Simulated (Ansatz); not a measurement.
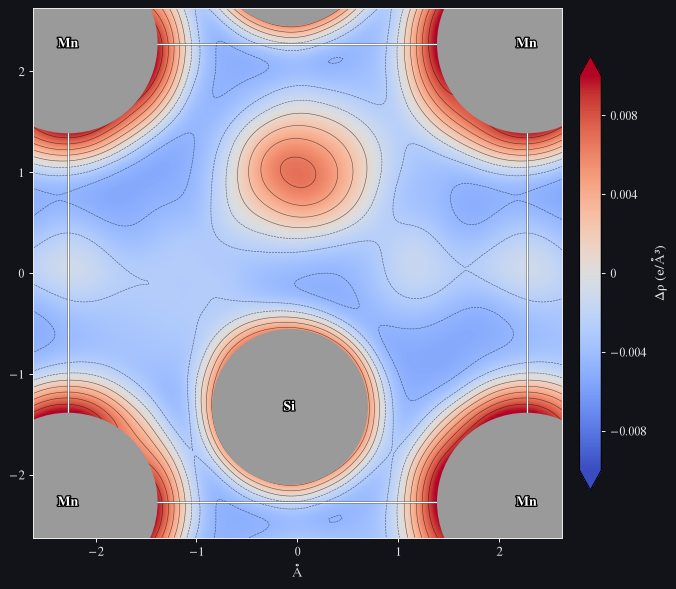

MnSi: difference of two self-consistent densities at the same geometry, ρ(LDA) − ρ(PBE), on the (010) plane of the conventional cell. Grey discs cover the cores, where the PAW densities can't be compared. Cores are masked to 0.9 Å (Mn) and 0.8 Å (Si).

Space group P2_13; spin-polarised.

Both runs: Ansatz, scalar-relativistic, plane waves and PAW, same cutoff, k-points and PAW files (made with PBE).

Question: How does the change of level move the electrons?

Answer: Against PBE, and outside the masked cores, the largest gain lies at the edge of the masked core of Mn, and the largest loss, 0.005 e/Å³, lies 1.2 Å from a silicon nucleus and 1.6 Å from a manganese one.
- Bader charges are Mn +0.07 and Si −0.07 e with PBE and Mn −0.04 and Si +0.04 e with LDA. Among metals such charges hang on how the charge between the atoms is shared out.
- At this volume the pressure is −4 GPa with PBE and −16 GPa with LDA.
- The integrated |spin density| goes from 4.7 to 4.2 μB in the cell of the calculation, and part of the map comes from this change.
